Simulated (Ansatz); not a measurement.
In doubt: masses and optical values from hybrid runs of this build are listed as unsure (in some of the runs), which bears on the screening that GW takes from such a start.

Consider GaP (F-43m).

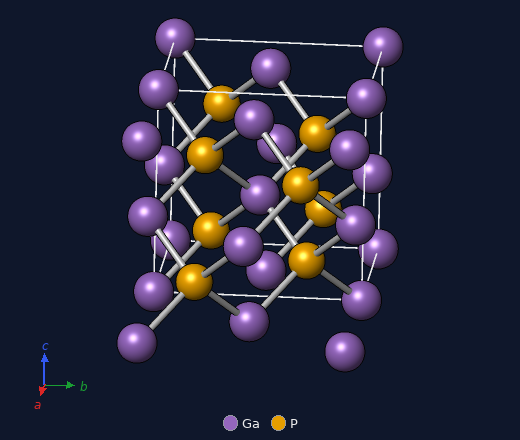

The structure (gallium purple, phosphorus orange). Bonds to atoms that aren't drawn are left out. 2×1×1 conventional cells are drawn. Some periodic images of atoms are drawn too.

```cif
data_structure
_symmetry_space_group_name_H-M 'P 1'
_symmetry_Int_Tables_number 1
_cell_length_a 3.8541
_cell_length_b 3.8541
_cell_length_c 3.8541
_cell_angle_alpha 60.000
_cell_angle_beta 60.000
_cell_angle_gamma 60.000
_cell_volume 40.48
loop_
_atom_site_label
_atom_site_type_symbol
_atom_site_fract_x
_atom_site_fract_y
_atom_site_fract_z
_atom_site_occupancy
Ga1 Ga 0.00000 0.00000 0.00000 1
P2 P 0.25000 0.25000 0.25000 1
```

The cell and positions come from the Crystallography Open Database and are kept as given unless a step says otherwise.

Gaps computed with Ansatz 0.2.0 without a self-energy: HSE06 2.26 eV.

What gap should G0W0 on HSE06 give (8×8×8 mesh, 363 empty bands, screening to 250 eV, hard PAW files)?

About 2.48 eV: on its mesh the run moves the gap from 2.29 eV by +0.22 eV, and the mesh misses the edges by 0.03 eV. Bands and cutoff are finite, so the gap is not at the basis limit. The miss can reach some tenths of an eV and take either sign; the mesh is an error of its own. The many-body steps are scalar-relativistic: spin-orbit coupling is not in them.

[Paths, hosts, dates, memory and timing lines, banners, echoed tables and standing remarks are left out of the program output.]

[Logs are printed without paths, hosts, clocks, repeated set-up lines and the standing remarks that a program may print on its own settings, such as how far it seeks lower states.]

[Runs of the session that timed out or met a known fault of the program may be left out.]

[Cells called generated may have been cut or substituted from an entry of the Crystallography Open Database or the Materials Project.]

[Hosts, paths, dates, database ids (printed as entryN), source tags and the programs' standing remarks are cut or masked in the printed files.]
